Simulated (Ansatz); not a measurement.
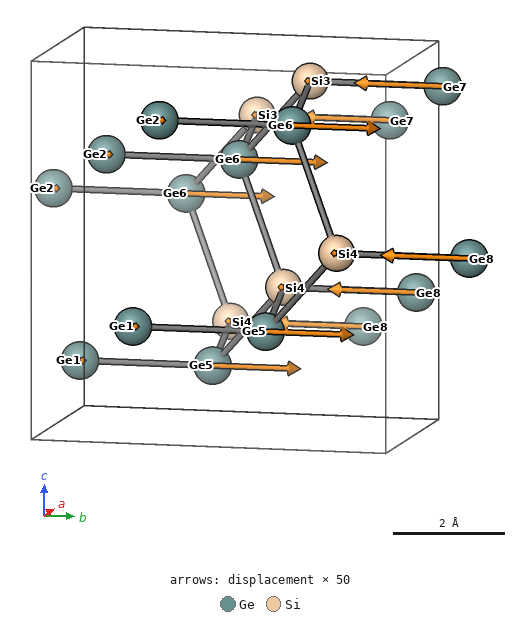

This is a relaxation of a crystal of SiGe₃ (set up in P3m1). The starting structure is drawn; orange arrows show the displacements, magnified 50 times.

Style: ball-and-stick. Shown: the cell of the calculation, repeated 2 × 1 × 1 with one cell outlined, from a free direction.

Case: 2 of 8 Ge sites taken by Si, cell and atoms relaxed.

Method: DFT PBE, scalar-relativistic, plane waves, PAW (Ansatz 0.2.0).

The input:
```yaml
crystal:
  lattice:
    - [2.0032559043, 3.4697410068, 0.0]
    - [0.0, 0.0, 6.6108217309]
    - [6.0097677128, -3.4697410068, 0.0]
  atoms:
    - { symbol: Ge, position: [0.5, 0.0628334386, 0.1666666667] }
    - { symbol: Ge, position: [1.0, 0.0628334386, 0.6666666667] }
    - { symbol: Si, position: [0.5, 0.5628334386, 0.8333333333] }
    - { symbol: Si, position: [1.0, 0.5628334386, 0.3333333333] }
    - { symbol: Ge, position: [0.5, 0.4371665614, 0.1666666667] }
    - { symbol: Ge, position: [1.0, 0.4371665614, 0.6666666667] }
    - { symbol: Ge, position: [0.5, 0.9371665614, 0.8333333333] }
    - { symbol: Ge, position: [1.0, 0.9371665614, 0.3333333333] }
basis:
  ecutwfc: 420
kpoints:
  mp_grid: { grid: [10, 6, 6] }
hamiltonian:
  xc: pbe
scf:
  occupations: { method: gaussian, width: 0.1 }
output:
  forces: true
  stress: true
  eigenvalues: true
  write_density: true
  write_potential: true
  elf: true
  volumetric_format: npy
relax:
  adjacent_minimum: "off"
  f_tol: 0.015
  max_steps: 60
  cell: { stress_tol: 0.15 }
```

Launched with:
```bash
ansatz run input.yaml --threads 1 --pin off --max-ram 2560MiB --backend cpu --events-out ev --progress --plain --runs-dir out
```

Atoms of which element are displaced furthest, and by how much?

Germanium: up to 0.034 Å, against 0.002 Å for silicon.

What happened in the run?

The largest moves relative to the cell, 0.034 Å, are those of Ge5, Ge6, Ge7 and Ge8. Ge8 goes along −b. Largest moves by element: Ge 0.034 Å, Si 0.002 Å. The volume changes by −0.5 %, with a 4.007 → 3.999 Å (−0.2 %), b 6.611 → 6.601 Å (−0.2 %), c 6.939 → 6.926 Å (−0.2 %). Near-neighbour distances that change, for instance: Si3–Ge7 2.475 → 2.440 Å, Ge1–Ge5 2.475 → 2.502 Å, Si3–Ge5 2.458 → 2.442 Å, Ge1–Ge7 2.458 → 2.466 Å. The space group stays P3m1 (No. 156). The energy falls by 3.8 meV per atom in 2 accepted moves (3 points after the start). The largest force component goes from 0.43 to 0.0057 eV/Å. The pressure goes from −0.34 to −0.04 GPa. At 1 point the geometry stayed and the basis and grid were re-selected for the new cell (energy shift of less than 0.05 meV per atom at most each time).
